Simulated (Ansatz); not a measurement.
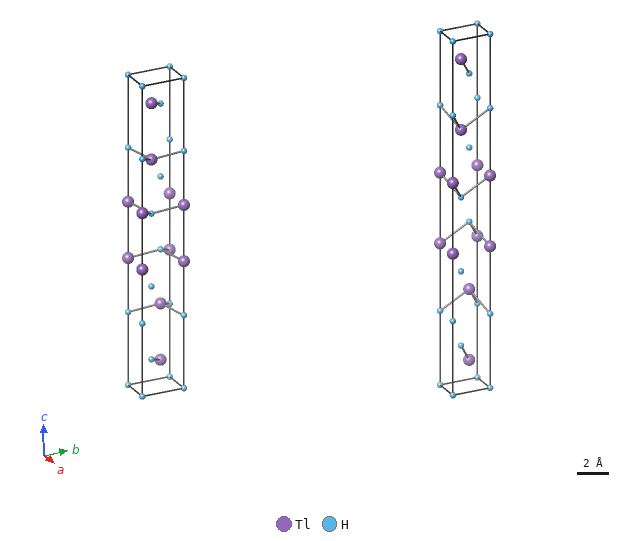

Two geometries of crystalline Tl2H3 (built on the tetradymite_166 type) (coarse preliminary run), drawn at one scale. One is the start of a relaxation, the other its converged end. A ball-and-stick model of the conventional cell (3 times the calculation's cell), seen slightly off an axis. Lengths and directions refer to the drawn axes.

All numbers below come from DFT PBE, scalar-relativistic, plane waves, PAW (Ansatz 0.2.0). Set-up: plane-wave cutoff 420 eV; k-point mesh 6 × 6 × 6; occupations gaussian; smearing width 0.1 eV; no spin polarisation; cell and atoms relaxed; force threshold 0.04 eV/Å; at most 70 steps.

Which geometry has the lower energy?

The left one is the relaxed one. Case: tetradymite type (R-3m, No. 166). The largest moves relative to the cell, 0.52 Å, are those of H atoms. Largest moves by element: H 0.52 Å, Tl 0.19 Å. The drawn cell changes as follows: a = b 3.379 → 3.773 Å (+11.7 %), c 23.499 → 20.600 Å (−12.3 %); the volume changes by +9.3 %. Some distances before and after: H–Tl 2.369 → 2.227 Å. The space group stays R-3m (No. 166). After 7 accepted moves (8 points after the start) the energy has fallen by 0.839 eV per cell of the calculation. The largest force component goes from 1 to 0.016 eV/Å. The pressure goes from 3.91 to 0.14 GPa. At 1 point the geometry stayed and the basis and grid were re-selected for the new cell (energy shift of 12.9 meV per cell of the calculation at most each time). The run took 25 s on 1 thread of Arm Neoverse V1, on a shared host, peak memory 0.36 GiB.
